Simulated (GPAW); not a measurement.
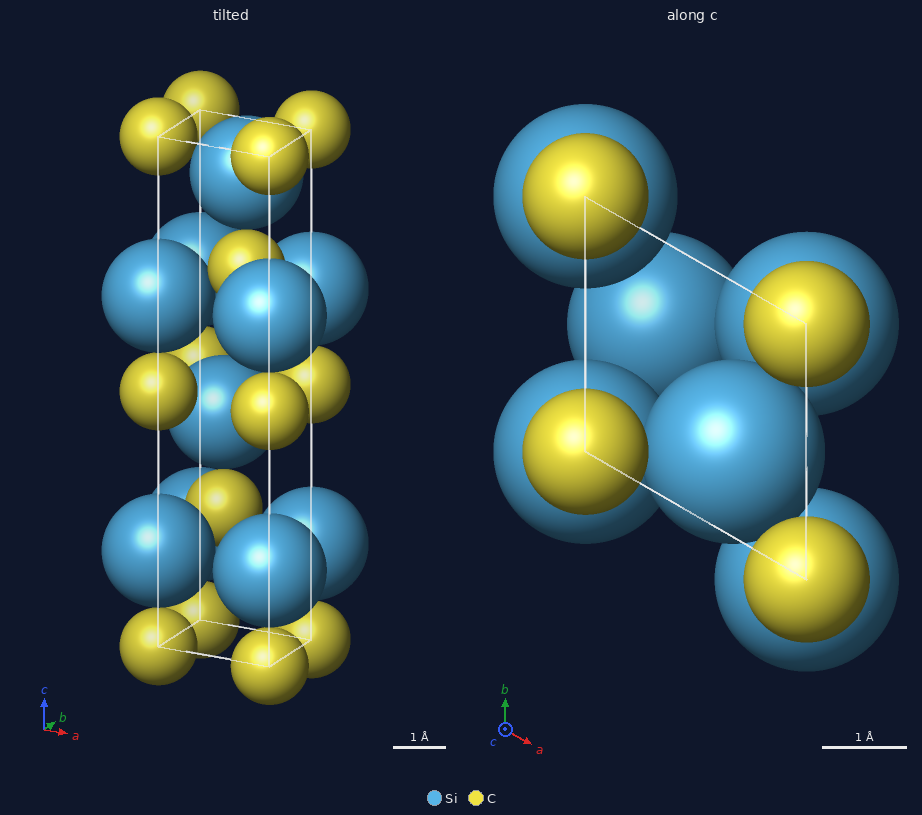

SiC, space group P6₃mc (No. 186), a = 3.076 Å, b = 3.076 Å, c = 10.071 Å, α = 90.00°, β = 90.00°, γ = 120.00°. An orthographic space-filling view of the structure, slightly off an axis and along the c axis. The lines enclose the conventional unit cell; boundary atoms appear with their images. This one geometry was run with five functionals. The cell is a structure listed in the Materials Project.

Alike in all runs: GPAW 26.7.0; potentials PAW data sets generated in the run's folder for this functional; cutoff 800 eV; k mesh 6 × 6 × 2 on the run's cell of 8 atoms; occupations fermi-dirac, width 0.05 eV; no spin polarisation; no spin-orbit coupling. Five further levels, run on potentials with other valence shells, are left out.

| level | pressure (GPa) | gap (eV) |
| --- | --- | --- |
| BP86 | 6.3 | 2.29 |
| PBE | 5.2 | 2.22 |
| LDA | -2.7 | 2.17 |
| PW91 | ? | ? |
| BLYP | 9.4 | 2.53 |

**What does PW91 give?**

Pressure 4.7 GPa; gap 2.25 eV. That is between LDA and PBE in pressure.

**Order the levels by the equilibrium volume that these pressures point to, smallest first.**

LDA (-2.7 GPa), PW91 (4.7 GPa), PBE (5.2 GPa), BP86 (6.3 GPa), BLYP (9.4 GPa). A higher pressure at one volume points to a larger equilibrium volume, as long as the bulk moduli are alike; rows a few tenths of a GPa apart can't be told apart.

Gaps are the least found on the k-mesh or band path.

Caveat: the k mesh is coarse.
